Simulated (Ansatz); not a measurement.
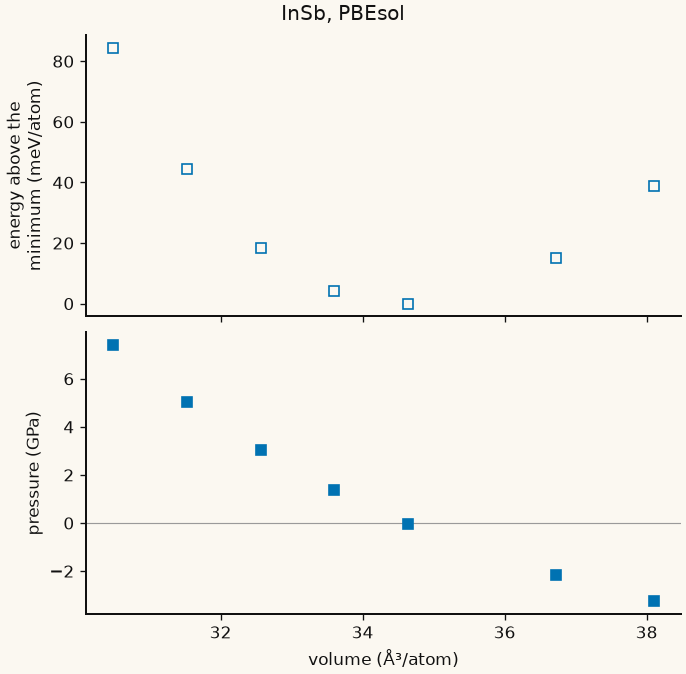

The plot gives the computed energy above the minimum and pressure against volume for InSb, space group F-43m (No. 216).

Cell as given: a = 4.610 Å, b = 4.610 Å, c = 4.610 Å, α = 60.00°, β = 60.00°, γ = 60.00°; 2 atoms.

Method: third-order Birch-Murnaghan fit to density functional energies at scaled volumes of the given relaxed cell, shape and atoms relaxed at each volume; energies count from the fitted minimum; plane waves with PAW datasets, Γ-centred k mesh (Ansatz 0.2.0). Level: PBEsol, no spin polarisation.

```
       setting     value
   wave cutoff    420 eV
        k mesh  12×12×12
   occupations  Gaussian
smearing width    0.1 eV
```

The point at volume 35.683 Å³/atom is left out of the plot. What does the calculation give there?

```csv
volume (Å³/atom),energy above the minimum (meV/atom),pressure (GPa)
35.683,4.0,-1.19
```

Note: a crossing between the sampled k points may be missed; bands touch, and spin-orbit coupling could open a gap.
